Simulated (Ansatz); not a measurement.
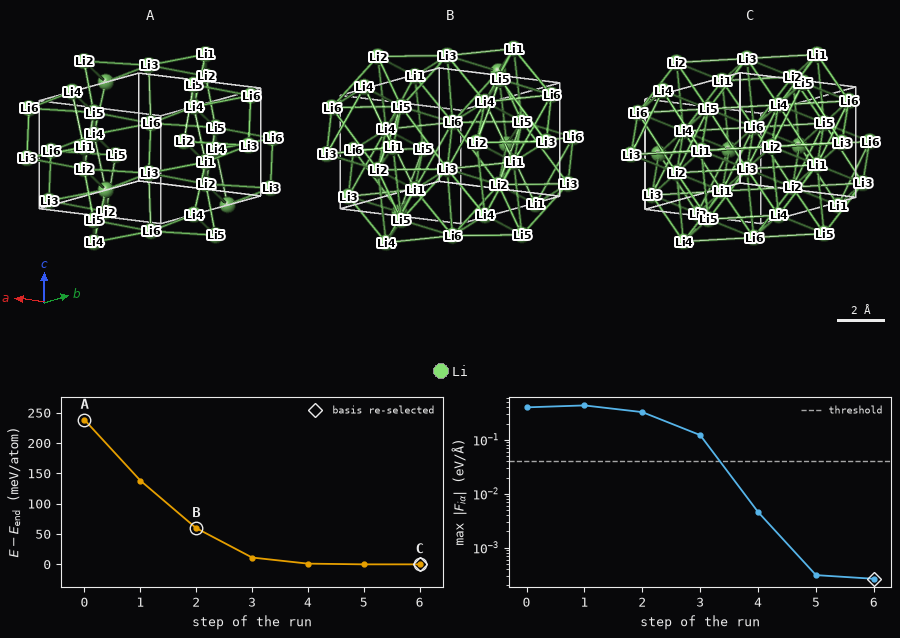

Frames of a relaxation of crystalline Li (a generated structure, set up in P6_3/mcm) (coarse preliminary run), marked on the history of the run. Style: ball-and-stick. Shown: the cell of the calculation, from a free direction.

These are results of Ansatz 0.2.0, DFT PBE, scalar-relativistic, plane waves, PAW, not measurements. Set-up: plane-wave cutoff 420 eV; k-point mesh 6 × 6 × 4; occupations gaussian; smearing width 0.1 eV; no spin polarisation; cell and atoms relaxed; force threshold 0.04 eV/Å; at most 70 steps.

Describe the path.

Answer. The energy falls by 238 meV per atom in 5 accepted moves (6 points after the start). Largest force component: 0.4 eV/Å at the start, 0.00026 eV/Å at the end. Pressure: 1.60 GPa at the start and −0.10 GPa at the end. The SCF was repeated once at an unchanged geometry on a basis and grid sized afresh for the cell, which shifted the energy by less than 0.05 meV per atom at most. The largest moves relative to the cell, 0.63 Å, are those of Li1, Li2, Li3, Li4, Li5 and Li6. Li1 goes along −a. The drawn cell changes as follows: a = b 5.577 → 5.305 Å (−4.9 %), c 4.913 → 5.026 Å (+2.3 %); the volume changes by −7.4 %. Some distances before and after: Li1–Li2 4.364 → 3.063 Å, Li1–Li4 2.515 → 3.073 Å, Li1–Li5 3.519 → 3.073 Å, Li1–Li2 (another image) 2.827 → 3.063 Å. Bond angles that change, for instance: Li4–Li1–Li4 155.3° → 109.7°, Li2–Li1–Li2 161.0° → 120.0°, Li2–Li1–Li3 101.0° → 60.0°. The space group (tolerance 0.01 Å) goes from P6_3/mcm (No. 193) to P6_3/mmc (No. 194). Cost: 11 s on 1 thread of Intel(R) Xeon(R) 6975P-C (Granite Rapids), with other jobs on the host, peak memory 0.41 GiB. From step 0 to 2: Li atoms move most (0.39 Å), volume +3.2 %, energy −179 meV per atom. From step 2 to 6: Li atoms move most (0.25 Å), volume −10.3 %, energy −59.7 meV per atom.

```csv
step,"E − E(0), meV/atom","largest force component, eV/Å","pressure, GPa","volume, Å³/atom",note
0,0.00,0.4011,1.60,22.056,
1,-100.15,0.4356,0.30,22.625,
2,-178.70,0.3273,-0.68,22.752,
3,-227.18,0.1225,-1.00,22.163,
4,-237.26,0.0046,-0.49,21.046,
5,-238.44,0.0003,-0.10,20.415,
6,-238.43,0.0003,-0.10,20.415,"same geometry, new basis"
```
